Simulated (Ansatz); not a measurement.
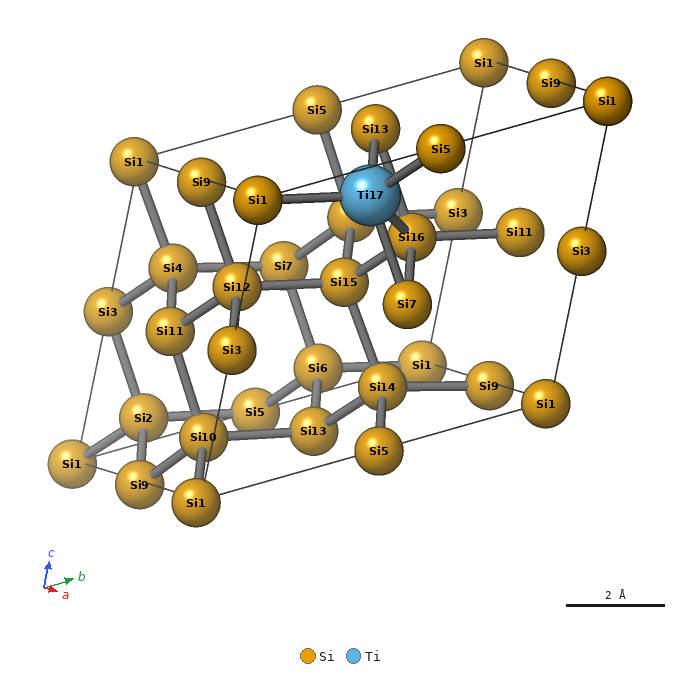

Figure 1. The structure as given in the input (ball-and-stick view of the cell of the calculation, seen slightly off an axis; atoms are numbered from 1 in the order of the input). An atom can appear more than once, as a periodic image. Near neighbours in the periodic cell (some may lie outside the picture): Si has 4 Si at 2.27 to 2.41 Å and 1 Ti at 2.42 to 2.76 Å; Si has 4 Si at 2.27 to 2.34 Å; Ti has 10 Si at 2.42 to 2.76 Å.

TiSi16: nudged elastic band (part 1 of 2)

TiSi16 (defect cell, 17 atoms in the cell), computed with DFT PBE, scalar-relativistic, plane waves, PAW, PAW set soft_1, no spin polarisation (Ansatz 0.2.0).

One setting was made poor on purpose. It belongs to a series of runs on one base structure; here: band between the two ends. Figures and captions count atoms from 1; the log counts them from 0 in places.

## Input
```yaml
crystal:
  lattice:
    - [0.0, 5.43, 5.43]
    - [5.43, 0.0, 5.43]
    - [5.43, 5.43, 0.0]
  atoms:
    - { symbol: Si, position: [0.01497397, -0.01858475, -0.00092798] }
    - { symbol: Si, position: [0.13763271, 0.12023203, 0.12180951] }
    - { symbol: Si, position: [0.00419014, 0.00026764, 0.49556997] }
    - { symbol: Si, position: [0.13801286, 0.11635366, 0.6181848] }
    - { symbol: Si, position: [0.01471936, 0.50471976, -0.0011589] }
    - { symbol: Si, position: [0.13930546, 0.61837864, 0.12347516] }
    - { symbol: Si, position: [0.0162441, 0.49934107, 0.48538088] }
    - { symbol: Si, position: [0.13798718, 0.62777843, 0.6179622] }
    - { symbol: Si, position: [0.5114088, 0.00024098, -0.01159436] }
    - { symbol: Si, position: [0.63405059, 0.11634484, 0.12219802] }
    - { symbol: Si, position: [0.51170865, -0.00237666, 0.49590491] }
    - { symbol: Si, position: [0.63362964, 0.12442559, 0.61781971] }
    - { symbol: Si, position: [0.5012189, 0.49935281, 0.00034781] }
    - { symbol: Si, position: [0.63380709, 0.62774355, 0.12217032] }
    - { symbol: Si, position: [0.51165923, 0.49504737, 0.49584721] }
    - { symbol: Si, position: [0.63385632, 0.62415336, 0.61799403] }
    - { symbol: Ti, position: [-0.11234871, 0.37020728, 0.87185253] }
basis:
  ecutwfc: 420.0
kpoints:
  mp_grid: { grid: [2, 2, 2] }
hamiltonian:
  xc: pbe
  pseudopotentials: { kind: paw, azcp: { folder: soft_1 } }
scf:
  occupations: { method: gaussian, width: 0.02 }
  lower_state_search: "off"
  max_iter: 53
neb:
  images: 3
  f_tol: 0.2
  max_iterations: 47
  order_check: false
  final_atoms:
    - { symbol: Si, position: [-0.00067006, -0.000502, -0.00992549] }
    - { symbol: Si, position: [0.12016046, 0.11905239, 0.12348765] }
    - { symbol: Si, position: [-0.00055024, -0.00038879, 0.4972158] }
    - { symbol: Si, position: [0.12357641, 0.12373813, 0.619496] }
    - { symbol: Si, position: [-0.01808785, 0.50384953, 0.00015362] }
    - { symbol: Si, position: [0.11595857, 0.62703797, 0.12380236] }
    - { symbol: Si, position: [-0.00298769, 0.49431206, 0.49743552] }
    - { symbol: Si, position: [0.11598475, 0.6272144, 0.61922259] }
    - { symbol: Si, position: [0.50402471, -0.01997485, 0.00095276] }
    - { symbol: Si, position: [0.62674574, 0.1154078, 0.12382874] }
    - { symbol: Si, position: [0.49421629, -0.00324526, 0.49759012] }
    - { symbol: Si, position: [0.62692918, 0.11543526, 0.61998803] }
    - { symbol: Si, position: [0.49842428, 0.49860621, 0.00203149] }
    - { symbol: Si, position: [0.61920662, 0.6167873, 0.12499116] }
    - { symbol: Si, position: [0.49851366, 0.49863601, 0.48692261] }
    - { symbol: Si, position: [0.62362296, 0.62322407, 0.61959875] }
    - { symbol: Ti, position: [0.37015768, 0.36904662, 0.87340765] }
```

Hardware: 1 thread of Arm Neoverse V2, 24 GiB of memory available, shared host.

Launch command:
```bash
ansatz run input.yaml --threads 1 --pin off --max-ram 3072MiB --backend cpu --events-out ev --progress --plain --runs-dir out
```

## What the program printed
```
Warning: neb: disabling space-group detection — the band's intermediate images generally break the endpoint symmetry, so no spatial operation reduces the k-mesh or symmetrises the density, except that a semilocal band can use its path's symmetry ahead of convergence; time reversal is kept, so that k and −k are solved as one point where they differ and the mesh holds both, and exact exchange and, on two spinor components, a DFT+U term hold to it where the run has them: on two components no moment then forms, and a state that bears one, which a typed moment (crystal.atoms[].spin; refused beside efield: under a hybrid functional) reaches, can lie lower, under hf by electronvolts; crystal.symmetry.detect: false (a key that needs symmetry detection or time reversal refuses this as the deck is read) with time_reversal: false beside it drops time reversal too
Engine: ansatz 0.2.0, aarch64-unknown-linux-gnu
Pseudopotentials: kind: paw
Pseudopotential: Si, paw, valence charge 4, recommended cutoff 420 eV (normal), [file]
Pseudopotential: Ti, paw, valence charge 12, recommended cutoff 420 eV (normal), [file]
Functional definition: PBE
  parameter kappa = 0.804
  parameter beta = 0.06672455060314922
  exchange = pbe_x(kappa = kappa, mu = beta*pi^2/3)
  correlation = pbe_c(beta = beta)
NEB image 0
Crystal: 17 atoms, lattice volume = 320.206 Å³
Basis set: ecut = 420 eV, 6231 PW (Γ), exchange–correlation on 108×108×108 points (8 copies of the dense FFT grid, shifted against one another)
Bands: 55, of which v1, the nominal top of the filled ones, is band 38 counted from 1 (37 counted from 0)
Symmetry: 1 space group operations
k-points: 8
Non-local potential: Si, projectors of the file, l = 0: 2, l = 1: 2, l = 2: 1
Non-local potential: Ti, projectors of the file, l = 0: 3, l = 1: 2, l = 2: 3, l = 3: 1
PAW form: soft (Blöchl's): semilocal exchange-correlation on the pseudo side does not see the compensation charge
PAW one-centre angular grid: Si, 110 points (default); XC on 64 Gauss nodes
PAW one-centre angular grid: Ti, 590 points (default); XC on 64 Gauss nodes
Initial density: superposition of atomic densities (chi_scale 0.1, normalization cell, long waves kept (reshape's long-wave potential 0.02 eV rms))
Initial wavefunctions: pseudopotential atomic-orbital guess
Functional: x = pbe(κ = 0.804, μ = 0.2195149727645171), c = pbe(β = 0.06672455060314922)
SCF iter   1: F=—  HF=-12676.358867 eV  |F-HF|=—  |Δ(HF+E_count)|=         —  Δρ=9.12e-2  dr2=7.03e1  ethr=3.10e-3  ⟨swp⟩=7.5  Hψ=2209  notcnv=0  defer=41
preconditioner: auto → Kerker (q_TF=auto, 2.147 Å⁻¹)  [metal: Δε(μ)=0.015 eV  Ē_g=7.560 eV  σ=0.020 eV  W_gap=0.38  n_scr=58 (ndim 8)  ℏωp=17.1 eV  f_vac=0.000  D(μ)=46.18/eV (n_scr^D=724)]
SCF iter   2: F=—  HF=-12672.281543 eV  |F-HF|=—  |Δ(HF+E_count)|=    4.08e0  Δρ=4.61e-2  dr2=1.98e1  ethr=3.10e-3  ⟨swp⟩=3.2  Hψ=707  notcnv=0  defer=67
SCF iter   3: F=—  HF=-12670.217642 eV  |F-HF|=—  |Δ(HF+E_count)|=    2.06e0  Δρ=6.17e-3  dr2=2.69e-1  ethr=3.10e-3  ⟨swp⟩=3.5  Hψ=743  notcnv=0  defer=67
SCF iter   4: F=—  HF=-12670.208257 eV  |F-HF|=—  |Δ(HF+E_count)|=   9.38e-3  Δρ=2.23e-3  dr2=3.31e-2  ethr=3.54e-4  ⟨swp⟩=3.2  Hψ=638  notcnv=0  defer=69
SCF iter   5: F=—  HF=-12670.216084 eV  |F-HF|=—  |Δ(HF+E_count)|=   7.83e-3  Δρ=5.96e-4  dr2=2.31e-3  ethr=4.36e-5  ⟨swp⟩=3.5  Hψ=712  notcnv=0  defer=69
SCF iter   6: F=—  HF=-12670.216742 eV  |F-HF|=—  |Δ(HF+E_count)|=   6.59e-4  Δρ=2.25e-4  dr2=2.48e-4  ethr=3.04e-6  ⟨swp⟩=2.1  Hψ=633  notcnv=0  defer=69
SCF iter   7: F=—  HF=-12670.216753 eV  |F-HF|=—  |Δ(HF+E_count)|=   1.13e-5  Δρ=8.69e-5  dr2=3.11e-5  ethr=3.27e-7  ⟨swp⟩=2.5  Hψ=601  notcnv=0  defer=69
SCF iter   8: F=—  HF=-12670.216743 eV  |F-HF|=—  |Δ(HF+E_count)|=   1.04e-5  Δρ=2.97e-5  dr2=4.17e-6  ethr=4.10e-8  ⟨swp⟩=2.1  Hψ=729  notcnv=0  defer=69
SCF iter   9: F=—  HF=-12670.216744 eV  |F-HF|=—  |Δ(HF+E_count)|=   1.06e-6  Δρ=8.89e-6  dr2=2.97e-7  ethr=5.49e-9  ⟨swp⟩=2.6  Hψ=699  notcnv=0  defer=69
SCF iter  10: F=-12670.216744 eV  HF=-12670.216744 eV  |F-HF|=1.10e-9  |Δ(HF+E_count)|=   7.39e-8  Δρ=2.38e-6  dr2=3.27e-8  ethr=1.32e-10  ⟨swp⟩=4.8  Hψ=1361  notcnv=0
SCF 1 converged in 10 iterations: F = -12670.216744 eV  dr2 = 3.27e-8
  greatest PAW one-centre occupation: 0.999 electrons in one spin orbital (limit 2), on the Ti atom at site 16 (counted from 0), in its partial waves of l = 0
NSCF: frozen V_eff on 8 k-points
NEB image 4
SCF iter   1: F=—  HF=-12676.360551 eV  |F-HF|=—  |Δ(HF+E_count)|=         —  Δρ=9.12e-2  dr2=7.03e1  ethr=3.10e-3  ⟨swp⟩=7.6  Hψ=2215  notcnv=0  defer=41
preconditioner: auto → Kerker (q_TF=auto, 2.147 Å⁻¹)  [metal: Δε(μ)=0.015 eV  Ē_g=7.560 eV  σ=0.020 eV  W_gap=0.38  n_scr=58 (ndim 8)  ℏωp=17.1 eV  f_vac=0.000  D(μ)=44.48/eV (n_scr^D=700)]
SCF iter   2: F=—  HF=-12672.271687 eV  |F-HF|=—  |Δ(HF+E_count)|=    4.09e0  Δρ=4.59e-2  dr2=1.96e1  ethr=3.10e-3  ⟨swp⟩=3.2  Hψ=706  notcnv=0  defer=67
SCF iter   3: F=—  HF=-12670.223241 eV  |F-HF|=—  |Δ(HF+E_count)|=    2.05e0  Δρ=6.25e-3  dr2=2.74e-1  ethr=3.10e-3  ⟨swp⟩=3.5  Hψ=742  notcnv=0  defer=67
SCF iter   4: F=—  HF=-12670.208283 eV  |F-HF|=—  |Δ(HF+E_count)|=   1.50e-2  Δρ=2.29e-3  dr2=3.60e-2  ethr=3.60e-4  ⟨swp⟩=3.1  Hψ=593  notcnv=0  defer=69
SCF iter   5: F=—  HF=-12670.215997 eV  |F-HF|=—  |Δ(HF+E_count)|=   7.71e-3  Δρ=6.76e-4  dr2=2.52e-3  ethr=4.74e-5  ⟨swp⟩=3.1  Hψ=622  notcnv=0  defer=69
SCF iter   6: F=—  HF=-12670.216682 eV  |F-HF|=—  |Δ(HF+E_count)|=   6.85e-4  Δρ=2.57e-4  dr2=3.01e-4  ethr=3.32e-6  ⟨swp⟩=2.9  Hψ=750  notcnv=0  defer=69
SCF iter   7: F=—  HF=-12670.216692 eV  |F-HF|=—  |Δ(HF+E_count)|=   1.00e-5  Δρ=8.93e-5  dr2=3.76e-5  ethr=3.96e-7  ⟨swp⟩=2.1  Hψ=635  notcnv=0  defer=69
SCF iter   8: F=—  HF=-12670.216689 eV  |F-HF|=—  |Δ(HF+E_count)|=   3.02e-6  Δρ=2.40e-5  dr2=3.31e-6  ethr=4.95e-8  ⟨swp⟩=2.6  Hψ=725  notcnv=0  defer=69
SCF iter   9: F=—  HF=-12670.216690 eV  |F-HF|=—  |Δ(HF+E_count)|=   1.26e-6  Δρ=7.43e-6  dr2=2.04e-7  ethr=4.36e-9  ⟨swp⟩=2.1  Hψ=599  notcnv=0  defer=69
SCF iter  10: F=-12670.216690 eV  HF=-12670.216690 eV  |F-HF|=4.58e-9  |Δ(HF+E_count)|=   4.14e-8  Δρ=2.90e-6  dr2=3.59e-8  ethr=1.32e-10  ⟨swp⟩=4.9  Hψ=1361  notcnv=0
SCF 2 converged in 10 iterations: F = -12670.216690 eV  dr2 = 3.59e-8
NSCF: frozen V_eff on 8 k-points
NEB end point (image 0): max|allowed force component| = 3.109e-3 eV/Å (the criterion of neb.relax_end_points is 4.000e-2)
NEB end point (image 4): max|allowed force component| = 5.093e-3 eV/Å (the criterion of neb.relax_end_points is 4.000e-2)
NEB image 1
SCF iter   1: F=—  HF=-12677.605201 eV  |F-HF|=—  |Δ(HF+E_count)|=         —  Δρ=1.40e-1  dr2=1.61e2  ethr=3.10e-3  ⟨swp⟩=8.8  Hψ=2547  notcnv=0  defer=28
preconditioner: auto → Resta (q_TF=auto, 2.147 Å⁻¹)  ε∞=6.0  [insulator: Δε(μ)=0.110 eV  Ē_g=7.641 eV  σ=0.020 eV  W_gap=1.00  n_scr=58 (ndim 8)  ℏωp=17.1 eV  f_vac=0.000  D(μ)=0.01/eV (n_scr^D=0)  ε∞_Penn≈6.0]
SCF iter   2: F=—  HF=-12665.623094 eV  |F-HF|=—  |Δ(HF+E_count)|=    1.20e1  Δρ=4.31e-2  dr2=1.48e1  ethr=3.10e-3  ⟨swp⟩=4.8  Hψ=1010  notcnv=0  defer=81
preconditioner: auto → Kerker (q_TF=auto, 2.147 Å⁻¹)  [metal: Δε(μ)=0.017 eV  Ē_g=7.595 eV  σ=0.020 eV  W_gap=0.45  n_scr=58 (ndim 8)  ℏωp=17.1 eV  f_vac=0.000  D(μ)=21.12/eV (n_scr^D=228)]
[...]
NEB image 2
preconditioner: auto → Resta (q_TF=auto, 2.147 Å⁻¹)  ε∞=5.7  [insulator: Δε(μ)=0.167 eV  Ē_g=7.880 eV  σ=0.020 eV  W_gap=0.52  n_scr=58 (ndim 8)  ℏωp=17.1 eV  f_vac=0.000  D(μ)=16.39/eV (n_scr^D=168)  ε∞_Penn≈5.7]
  greatest PAW one-centre occupation: 1.011 electrons in one spin orbital (limit 2), on the Ti atom at site 16 (counted from 0), in its partial waves of l = 1
NEB image 3
preconditioner: auto → Resta (q_TF=auto, 2.147 Å⁻¹)  ε∞=6.0  [insulator: Δε(μ)=0.116 eV  Ē_g=7.641 eV  σ=0.020 eV  W_gap=1.00  n_scr=58 (ndim 8)  ℏωp=17.1 eV  f_vac=0.000  D(μ)=0.00/eV (n_scr^D=0)  ε∞_Penn≈6.0]
preconditioner: auto → Kerker (q_TF=auto, 2.147 Å⁻¹)  [metal: Δε(μ)=0.016 eV  Ē_g=7.594 eV  σ=0.020 eV  W_gap=0.43  n_scr=58 (ndim 8)  ℏωp=17.1 eV  f_vac=0.000  D(μ)=22.53/eV (n_scr^D=258)]
NEB iter   1: max|band force component| = 4.673e1 eV/Å  barrier→ = 19.7809 eV  barrier← = 19.7808 eV  Δτ_max = 0.1924 Å  (52 SCF iters)
NEB image 1
Initial density: handed on by an earlier stage of this run
Initial wavefunctions: those handed on with the density
preconditioner: auto → Resta (q_TF=auto, 2.147 Å⁻¹)  ε∞=6.1  [insulator: Δε(μ)=0.025 eV  Ē_g=7.589 eV  σ=0.020 eV  W_gap=0.63  n_scr=58 (ndim 8)  ℏωp=17.1 eV  f_vac=0.000  D(μ)=16.07/eV (n_scr^D=168)  ε∞_Penn≈6.1]
preconditioner: auto → Kerker (q_TF=auto, 2.147 Å⁻¹)  [metal: Δε(μ)=0.013 eV  Ē_g=7.528 eV  σ=0.020 eV  W_gap=0.34  n_scr=58 (ndim 8)  ℏωp=17.1 eV  f_vac=0.000  D(μ)=13.54/eV (n_scr^D=112)]
  greatest PAW one-centre occupation: 0.998 electrons in one spin orbital (limit 2), on the Ti atom at site 16 (counted from 0), in its partial waves of l = 0
NEB image 2
preconditioner: auto → Resta (q_TF=auto, 2.147 Å⁻¹)  ε∞=6.1  [insulator: Δε(μ)=0.079 eV  Ē_g=7.600 eV  σ=0.020 eV  W_gap=0.99  n_scr=58 (ndim 8)  ℏωp=17.1 eV  f_vac=0.000  D(μ)=0.58/eV (n_scr^D=0)  ε∞_Penn≈6.1]
NEB image 3
preconditioner: auto → Resta (q_TF=auto, 2.147 Å⁻¹)  ε∞=6.1  [insulator: Δε(μ)=0.026 eV  Ē_g=7.589 eV  σ=0.020 eV  W_gap=0.63  n_scr=58 (ndim 8)  ℏωp=17.1 eV  f_vac=0.000  D(μ)=15.98/eV (n_scr^D=136)  ε∞_Penn≈6.1]
preconditioner: auto → Kerker (q_TF=auto, 2.147 Å⁻¹)  [metal: Δε(μ)=0.013 eV  Ē_g=7.528 eV  σ=0.020 eV  W_gap=0.36  n_scr=58 (ndim 8)  ℏωp=17.1 eV  f_vac=0.000  D(μ)=13.35/eV (n_scr^D=112)]
NEB iter   2: max|band force component| = 2.377e1 eV/Å  barrier→ = 9.0309 eV  barrier← = 9.0309 eV  Δτ_max = 0.1913 Å  (26 SCF iters)
[... from here on the SCF iterations and repeated set-up lines of each step are left out, up to the last step ...]
NEB image 1
NEB image 2
NEB image 3
NEB iter   3: max|band force component| = 1.026e1 eV/Å  barrier→ = 3.6648 eV  barrier← = 3.6647 eV  Δτ_max = 0.1980 Å  (28 SCF iters)
NEB image 1
NEB image 2
NEB image 3
NEB iter   4: max|band force component| = 4.974e0 eV/Å  barrier→ = 1.7565 eV  barrier← = 1.7564 eV  Δτ_max = 0.1998 Å  (27 SCF iters)
NEB image 1
NEB image 2
NEB image 3
NEB iter   5: max|band force component| = 2.869e0 eV/Å  barrier→ = 1.6884 eV  barrier← = 1.6883 eV  Δτ_max = 0.2000 Å  (23 SCF iters)
NEB image 1
NEB image 2
NEB image 3
NEB iter   6: max|band force component| = 8.661e-1 eV/Å  barrier→ = 1.6721 eV  barrier← = 1.6720 eV  Δτ_max = 0.2000 Å  (24 SCF iters)
NEB image 1
NEB image 2
NEB image 3
NEB iter   7: max|band force component| = 9.835e-1 eV/Å  barrier→ = 1.7440 eV  barrier← = 1.7439 eV  Δτ_max = 0.0982 Å  (24 SCF iters)
NEB image 1
NEB image 2
NEB image 3
NEB iter   8: max|band force component| = 6.555e-1 eV/Å  barrier→ = 1.7269 eV  barrier← = 1.7268 eV  Δτ_max = 0.0985 Å  (23 SCF iters)
NEB image 1
NEB image 2
NEB image 3
NEB iter   9: max|band force component| = 3.974e-1 eV/Å  barrier→ = 1.7114 eV  barrier← = 1.7113 eV  CI = image 1  Δτ_max = 0.0429 Å  (26 SCF iters)
NEB image 1
preconditioner: auto → Kerker (q_TF=auto, 2.147 Å⁻¹)  [metal: Δε(μ)=0.007 eV  Ē_g=7.414 eV  σ=0.020 eV  W_gap=0.18  n_scr=58 (ndim 8)  ℏωp=17.1 eV  f_vac=0.000  D(μ)=28.91/eV (n_scr^D=338)]
NEB image 2
preconditioner: auto → Resta (q_TF=auto, 2.147 Å⁻¹)  ε∞=6.1  [insulator: Δε(μ)=0.039 eV  Ē_g=7.562 eV  σ=0.020 eV  W_gap=0.83  n_scr=58 (ndim 8)  ℏωp=17.1 eV  f_vac=0.000  D(μ)=6.50/eV (n_scr^D=26)  ε∞_Penn≈6.1]
NEB image 3
preconditioner: auto → Kerker (q_TF=auto, 2.147 Å⁻¹)  [metal: Δε(μ)=0.004 eV  Ē_g=7.415 eV  σ=0.020 eV  W_gap=0.12  n_scr=58 (ndim 8)  ℏωp=17.1 eV  f_vac=0.000  D(μ)=30.37/eV (n_scr^D=386)]
NEB image 2
NSCF: frozen V_eff on 8 k-points
NEB image 3
NSCF: frozen V_eff on 8 k-points
NEB image 1
NSCF: frozen V_eff on 8 k-points
the band table was solved once a step of the walk had ended and its energy, with any forces and stress, was formed, with the checks that follow a solve (2346 applications of the Hamiltonian). They found nothing against the state; the energy, forces and stress were not computed again (output.eigenvalues in the input reference)
NEB iter  10: max|band force component| = 1.327e-1 eV/Å  barrier→ = 1.7118 eV  barrier← = 1.7118 eV  CI = image 1  Δτ_max = 0.0000 Å  (21 SCF iters)
```

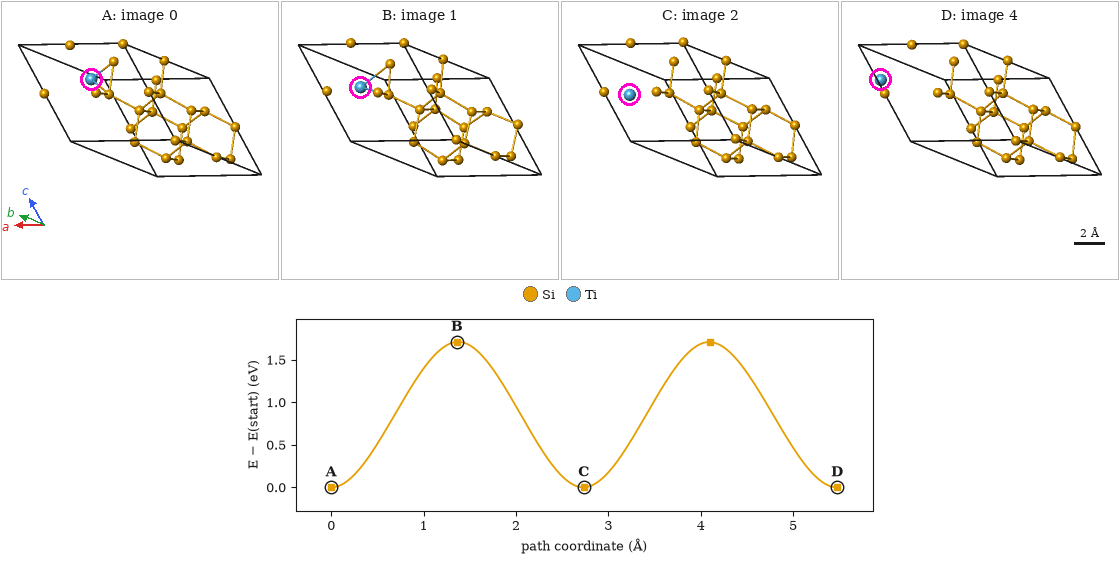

Figure 2. Images of the last band (counted from 0; ball-and-stick, reduced simulation cell, seen at an oblique angle), with the moving atom and its periodic copies ringed, above the energy along the path; the line is a cubic interpolation that uses the forces. The highest image is number 1, 1.712 eV above the start and 1.712 eV above the end (the climbing image); start and end have the same energy. The path is 5.48 Å long, and Ti17 moves most (3.71 Å). The band converged in 10 iterations.
